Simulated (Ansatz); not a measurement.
# AlGaN: a changed input and its effect

System: AlGaN (P4₂/mmc, 6 atoms in the cell).
Method of run 1: DFT PBE, scalar-relativistic, plane waves, PAW, spin-polarised (Ansatz 0.2.0).

The structure was made by a generator, so it may or may not be a known phase. Text and figures count atoms from 1; the logs count them from 0 in places.

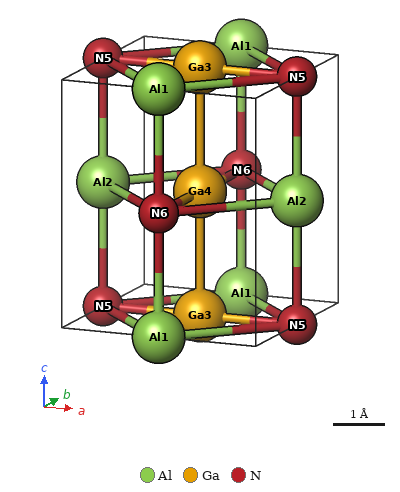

**Figure 1.** The input geometry (ball-and-stick view of the cell of the calculation, seen slightly off an axis; atoms are numbered from 1 in the order of the input). An atom can appear more than once, as a periodic image.

**Input file, run 1**
```yaml
crystal:
  lattice:
    - [4.16369443, 0.0, 0.0]
    - [0.0, 4.16369443, 0.0]
    - [0.0, 0.0, 5.03071674]
  atoms:
    - { symbol: Al, position: [0.5, 0.0, 0.0] }
    - { symbol: Al, position: [0.0, 0.5, 0.5] }
    - { symbol: Ga, position: [0.5, 0.5, 0.0] }
    - { symbol: Ga, position: [0.5, 0.5, 0.5] }
    - { symbol: "N", position: [0.0, 0.5, 0.0], spin: 1.0 }
    - { symbol: "N", position: [0.5, 0.0, 0.5], spin: 1.0 }
basis:
  ecutwfc: 420
kpoints:
  mp_grid: { grid: [4, 4, 4] }
hamiltonian:
  xc: pbe
scf:
  occupations: { method: gaussian, width: 0.1 }
  lower_state_search: "off"
output:
  forces: true
  stress: true
  eigenvalues: true
  populations: true
magnetization:
  spin_polarized: true
```

Command:
```bash
ansatz run input.yaml --threads 1 --pin off --max-ram 2560MiB --backend cpu --events-out ev --progress --plain --runs-dir out
```

Hardware: 1 thread of Intel Xeon @ 2.50GHz (Skylake/Cascade Lake), 189 GiB of memory available, shared host.

**Output, shortened to warnings, some set-up lines, iterations and results (run 1)**
```
WARN: the starting moments were not kept: the SCF closed with an absolute magnetisation of 4.7e-6 μB, where they sum to 2 μB in size (2 sites). That is at most 0.1 of that sum. Measured as dr2_m measures the in/out step, that magnetisation stands 4.2e-12 eV from none, at or under the dr2_threshold of 1.0e-7 eV: it is no larger than a step whose dr2_m would equal this threshold. The system may …
Basis set: ecut = 420 eV, 1689 PW (Γ), exchange–correlation on 60×60×72 points (8 copies of the dense FFT grid, shifted against one another)
Symmetry: 16 space group operations
k-points: 18 of 64
Initial density: superposition of atomic densities (chi_scale 0.1, normalization cell, long waves kept (reshape's long-wave potential 0.03 eV rms))
[...]
SCF iter   1: F=—  HF=-9400.157483 eV  |F-HF|=—  |Δ(HF+E_count)|=         —  Δρ=3.00e-2 (↑3.00e-2 ↓2.99e-2)  dr2=2.51e0  dr2_m=2.87e-1  M=0.856 μB ∫|m|=1.031 μB  β_m=0.30  …
SCF iter   2: F=—  HF=-9400.001585 eV  |F-HF|=—  |Δ(HF+E_count)|=   1.56e-1  Δρ=2.39e-2 (↑2.34e-2 ↓2.39e-2)  dr2=1.64e0  dr2_m=1.98e-1  M=0.730 μB ∫|m|=0.901 μB  β_m=0.30  …
SCF iter   3: F=—  HF=-9399.580308 eV  |F-HF|=—  |Δ(HF+E_count)|=   4.21e-1  Δρ=1.42e-2 (↑1.42e-2 ↓1.39e-2)  dr2=1.20e-1  dr2_m=1.36e-1  M=0.623 μB ∫|m|=0.792 μB  β_m=0.30  …
SCF iter   4: F=—  HF=-9399.593564 eV  |F-HF|=—  |Δ(HF+E_count)|=   1.33e-2  Δρ=1.13e-2 (↑1.13e-2 ↓1.12e-2)  dr2=5.30e-2  dr2_m=9.08e-2  M=0.562 μB ∫|m|=0.714 μB  β_m=0.30  …
SCF iter   5: F=—  HF=-9399.624459 eV  |F-HF|=—  |Δ(HF+E_count)|=   3.09e-2  Δρ=9.28e-3 (↑8.62e-3 ↓9.28e-3)  dr2=1.63e-2  dr2_m=6.08e-2  M=0.523 μB ∫|m|=0.652 μB  β_m=0.30  …
[... 9 lines ...]
SCF iter  15: F=—  HF=-9399.700473 eV  |F-HF|=—  |Δ(HF+E_count)|=   1.26e-6  Δρ=1.60e-5 (↑1.60e-5 ↓1.49e-5)  dr2=1.84e-7  dr2_m=1.15e-7  M=0.000 μB ∫|m|=0.001 μB  β_m=0.79  …
SCF iter  16: F=-9399.700473 eV  HF=-9399.700473 eV  |F-HF|=1.75e-8  |Δ(HF+E_count)|=   7.09e-8  Δρ=6.14e-6 (↑5.96e-6 ↓6.14e-6)  dr2=2.31e-9  dr2_m=2.86e-8  M=-0.000 μB …
SCF iter  17: F=-9399.700473 eV  HF=-9399.700473 eV  |F-HF|=1.18e-9  |Δ(HF+E_count)|=   4.16e-8  Δρ=1.41e-6 (↑1.31e-6 ↓1.41e-6)  dr2=2.36e-10  dr2_m=1.42e-9  M=-0.000 μB …
SCF iter  18: F=-9399.700473 eV  HF=-9399.700473 eV  |F-HF|=1.64e-11  |Δ(HF+E_count)|=   2.31e-9  Δρ=1.47e-7 (↑9.93e-8 ↓1.47e-7)  dr2=1.10e-11  dr2_m=7.34e-12  M=-0.000 μB …
SCF 1 converged in 18 iterations: F = -9399.700473 eV  dr2 = 1.10e-11
SCF converged after 18 iterations
Magnetization: -0.0000 μB (21.0000 up, 21.0000 down)
Absolute magnetization: 0.0000 μB (∫|ρ↑−ρ↓|, with the PAW one-centre terms)
Spin contamination: 0.0000 ħ² per cell (⟨S²⟩ above its minimum at these occupations)
Per-site moments (μB) at R_I (Å): [(4.935108710295196e-9, 0.8587619761874998), (4.93510896239192e-9, 0.8587619761874998), (-6.564406965132662e-8, 0.8587619761874998), (-6.564406962469215e-8, 0.8587619761874998), (-8.336776471600534e-7, 0.8587619761874998), (-8.336776473934492e-7, …
Free energy (F): -9399.700473 eV
Harris-Foulkes:  -9399.700473 eV  (|F-HF|=1.64e-11)
Internal energy: -9399.685552 eV  (E = F + TS)
E sigma→0 (E₀):  -9399.693012 eV
Entropy (-TS):   -0.014921 eV (-2.487 meV/atom)
Fermi energy:    8.070795 eV
--- Per-component energies (eV) ---
  E_band       = -88.141845
  E_kinetic    = 534.331922
  E_local      = -5089.453797  (includes V_loc(G=0)·N_el)
  E_nonlocal   = 960.669707
  E_hartree    = 2341.421195
  E_xc         = -341.172341
  E_vxc        = -330.351461  (∫ρ·V_xc dr)
  E_paw        = -5154.139310  (= ΣΔE_a)
  E_vpaw       = -846.180455  (= ΣTr[D̂ρ^β])
  E_aug_tail   = -0.000094  (compensation charges beyond the density's cutoff)
  E_ewald      = -2651.342835
  E_smearing   = -0.014921  (= −TS)
  E_closure    = -0.000000  (closes the sum)
  Σ components = -9399.700473   (vs F -9399.700473, Δ=0.00e0)
--- Forces (eV/Å), atoms counted from 1 ---
  atom   1  Al    -0.00000000     0.00000000     0.00000000
  atom   2  Al     0.00000000    -0.00000000     0.00000000
  atom   3  Ga     0.00000000     0.00000000     0.00000000
  atom   4  Ga     0.00000000    -0.00000000     0.00000000
  atom   5  N      0.00000000     0.00000000     0.00000000
  atom   6  N     -0.00000000     0.00000000     0.00000000
  max |Σ_I F_I| component: 5.66e-29 eV/Å
--- Stress (GPa, compression-positive) ---
       38.386510       0.000000       0.000000
        0.000000      38.386510       0.000000
        0.000000       0.000000      -1.946556
  P = ⅓ Tr σ = 24.9422 GPa (249.422 kbar)
--- Löwdin populations: 6 sites ---
  site symbol       q [e]    m [muB]
     0     Al      2.1629     0.0000
     1     Al      2.1629     0.0000
     2     Ga     13.1050    -0.0000
     3     Ga     13.1050    -0.0000
     4      N      5.6184    -0.0000
     5      N      5.6184    -0.0000
  spilling = 0.005413 (of n_electrons = 42.000000)
```

For run 2 the input was changed thus:
```diff
-    - { symbol: "N", position: [0.0, 0.5, 0.0], spin: 1.0 }
-    - { symbol: "N", position: [0.5, 0.0, 0.5], spin: 1.0 }
+    - { symbol: "N", position: [0.0, 0.5, 0.0] }
+    - { symbol: "N", position: [0.5, 0.0, 0.5] }
-  populations: true
-magnetization:
-  spin_polarized: true
```

What does this change do to the results?

The energy is the same within 0.01 meV per atom. The SCF takes 8 iterations against 18. On the same kind of shared host run 2 took about 0.31 times as long. The two runs start from different initial densities, which also moves the count.

**Output, shortened to warnings, some set-up lines, iterations and results (run 2)**
```
Basis set: ecut = 420 eV, 1689 PW (Γ), exchange–correlation on 60×60×72 points (8 copies of the dense FFT grid, shifted against one another)
Symmetry: 16 space group operations
k-points: 18 of 64
Initial density: superposition of atomic densities (neutral atoms: chi_scale 0, normalization atom), corrected by the library's trained network
[...]
SCF iter   1: F=—  HF=-9399.705040 eV  |F-HF|=—  |Δ(HF+E_count)|=         —  Δρ=6.56e-3  dr2=2.67e-2  ethr=1.77e-3  ⟨swp⟩=6.9  Hψ=2196  notcnv=0
SCF iter   2: F=—  HF=-9399.702005 eV  |F-HF|=—  |Δ(HF+E_count)|=   3.04e-3  Δρ=3.38e-3  dr2=7.96e-3  ethr=6.36e-5  ⟨swp⟩=1.2  Hψ=633  notcnv=0
SCF iter   3: F=—  HF=-9399.700944 eV  |F-HF|=—  |Δ(HF+E_count)|=   1.06e-3  Δρ=9.65e-4  dr2=6.97e-4  ethr=1.90e-5  ⟨swp⟩=2.2  Hψ=786  notcnv=0
SCF iter   4: F=—  HF=-9399.700551 eV  |F-HF|=—  |Δ(HF+E_count)|=   3.93e-4  Δρ=3.74e-4  dr2=8.71e-5  ethr=1.66e-6  ⟨swp⟩=2.0  Hψ=821  notcnv=0
SCF iter   5: F=—  HF=-9399.700465 eV  |F-HF|=—  |Δ(HF+E_count)|=   8.64e-5  Δρ=8.86e-5  dr2=8.70e-6  ethr=2.07e-7  ⟨swp⟩=2.0  Hψ=817  notcnv=0
SCF iter   6: F=—  HF=-9399.700471 eV  |F-HF|=—  |Δ(HF+E_count)|=   6.68e-6  Δρ=2.81e-5  dr2=1.36e-6  ethr=2.07e-8  ⟨swp⟩=2.0  Hψ=807  notcnv=0
SCF iter   7: F=—  HF=-9399.700472 eV  |F-HF|=—  |Δ(HF+E_count)|=   1.12e-6  Δρ=1.06e-5  dr2=2.66e-7  ethr=3.25e-9  ⟨swp⟩=2.0  Hψ=589  notcnv=0
SCF iter   8: F=-9399.700473 eV  HF=-9399.700473 eV  |F-HF|=6.02e-9  |Δ(HF+E_count)|=   1.39e-7  Δρ=3.11e-6  dr2=1.60e-8  ethr=2.38e-10  ⟨swp⟩=7.9  Hψ=2030  notcnv=0
SCF 1 converged in 8 iterations: F = -9399.700473 eV  dr2 = 1.60e-8
SCF converged after 8 iterations
Free energy (F): -9399.700473 eV
Harris-Foulkes:  -9399.700473 eV  (|F-HF|=6.02e-9)
Internal energy: -9399.685553 eV  (E = F + TS)
E sigma→0 (E₀):  -9399.693013 eV
Entropy (-TS):   -0.014920 eV (-2.487 meV/atom)
Fermi energy:    8.070764 eV
--- Per-component energies (eV) ---
  E_band       = -88.144251
  E_kinetic    = 534.332283
  E_local      = -5089.456656  (includes V_loc(G=0)·N_el)
  E_nonlocal   = 960.669611
  E_hartree    = 2341.423801
  E_xc         = -341.172542
  E_vxc        = -330.351710  (∫ρ·V_xc dr)
  E_paw        = -5154.139121  (= ΣΔE_a)
  E_vpaw       = -846.177842  (= ΣTr[D̂ρ^β])
  E_aug_tail   = -0.000094  (compensation charges beyond the density's cutoff)
  E_ewald      = -2651.342835
  E_smearing   = -0.014920  (= −TS)
  E_closure    = 0.000000  (closes the sum)
  Σ components = -9399.700473   (vs F -9399.700473, Δ=0.00e0)
--- Forces (eV/Å), atoms counted from 1 ---
  atom   1  Al    -0.00000000    -0.00000000     0.00000000
  atom   2  Al     0.00000000     0.00000000     0.00000000
  atom   3  Ga     0.00000000    -0.00000000     0.00000000
  atom   4  Ga     0.00000000     0.00000000     0.00000000
  atom   5  N      0.00000000     0.00000000     0.00000000
  atom   6  N      0.00000000     0.00000000     0.00000000
  max |Σ_I F_I| component: 1.81e-29 eV/Å
--- Stress (GPa, compression-positive) ---
       38.386550       0.000000       0.000000
        0.000000      38.386550       0.000000
        0.000000       0.000000      -1.946676
  P = ⅓ Tr σ = 24.9421 GPa (249.421 kbar)
```

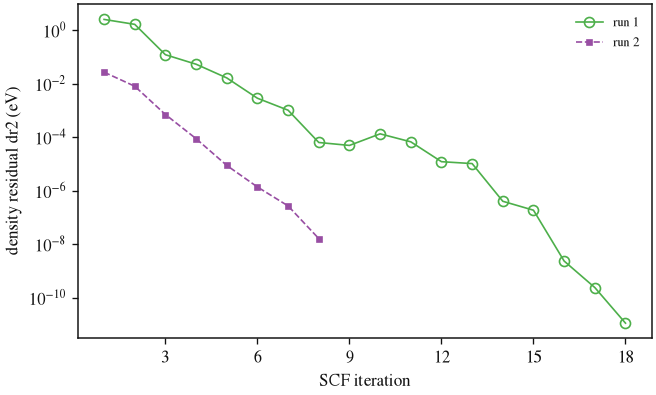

**Figure 2.** Convergence of the two runs: density residual dr2 against the SCF iteration. Run 1 takes 18 iterations in all, and run 2 takes 8.

**The two runs side by side**

| quantity | run 1 | run 2 |
| --- | --- | --- |
| outcome | converged | converged |
| free energy per atom (eV) | −1566.6167 | −1566.6167 |
| energy per atom, smearing taken to zero (eV) | −1566.6155 | −1566.6155 |
| gap on the mesh (eV) | 0.00 | 0.00 |
| net moment of the cell (μB) | 0.00 | – |
| absolute moment of the cell (μB) | 0.00 | – |
| pressure (GPa) | 24.94 | 24.94 |
| largest force (eV/Å) | 0.000 | 0.000 |
| SCF iterations | 18 | 8 |
| irreducible k-points | 18 | 18 |
| plane waves at Γ | 1689 | 1689 |
| wall time (shared host) | 24 s | 7.2 s |

For run 1: Warnings: some starting moments were not kept.
